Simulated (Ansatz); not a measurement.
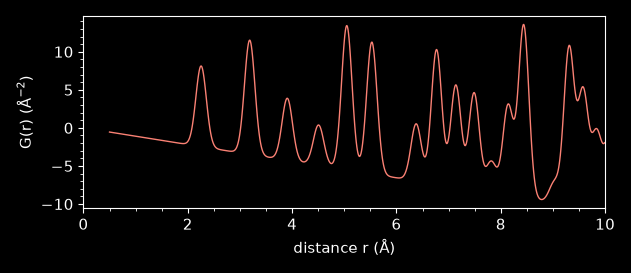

Computed X-ray G(r), with each pair weighted by the product of the atomic numbers (X-ray weights at Q = 0) and a uniform peak width σ = 0.10 Å. No termination ripples are included.

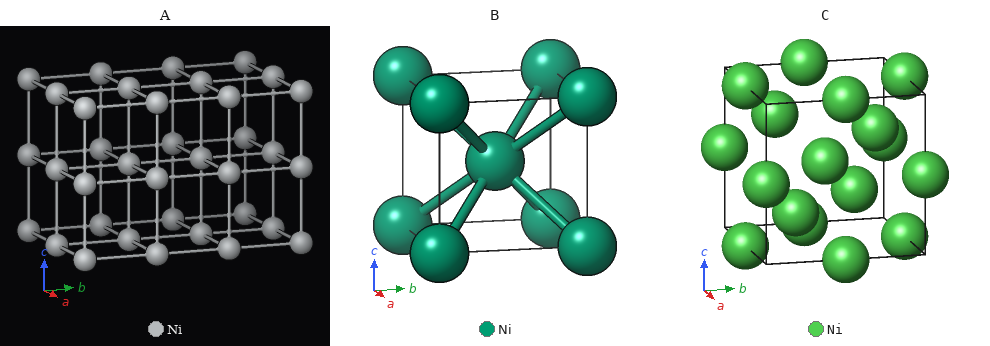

Candidate structures:

A. Ni, a = 2.257 Å, b = 2.257 Å, c = 2.257 Å, α = 90.00°, β = 90.00°, γ = 90.00°, Pm-3m

B. Ni, a = 2.761 Å, b = 2.761 Å, c = 2.761 Å, α = 90.00°, β = 90.00°, γ = 90.00°, Im-3m

C. Ni, a = 5.018 Å, b = 5.018 Å, c = 5.018 Å, α = 90.00°, β = 90.00°, γ = 90.00°, Fd-3m

Origins: A, the geometry relaxed with Ansatz, DFT, LDA (PW92), plane waves (420 eV) with PAW, scalar-relativistic; the starting structure was generated, so it need not be a known form of this composition; B, the geometry relaxed with DFT, m-r2SCAN, plane waves (500 eV) with PAW, scalar-relativistic in Ansatz 0.2.0; the starting structure was generated, so it need not be a known form of this composition; C, coordinates from a relaxation with DFT, m-r2SCAN, plane waves (500 eV) with PAW, scalar-relativistic in Ansatz; the starting structure was generated, so it need not be a known form of this composition.

### Which candidate gives this PDF?

Candidate A, Ni, Pm-3m (first clear peaks at 2.26 Å (Ni–Ni) and 3.19 Å (Ni–Ni)). The others: B would give first clear peaks at 2.39 Å (Ni–Ni) and 2.76 Å (Ni–Ni); C would give first clear peaks at 2.17 Å (Ni–Ni) and 3.55 Å (Ni–Ni).
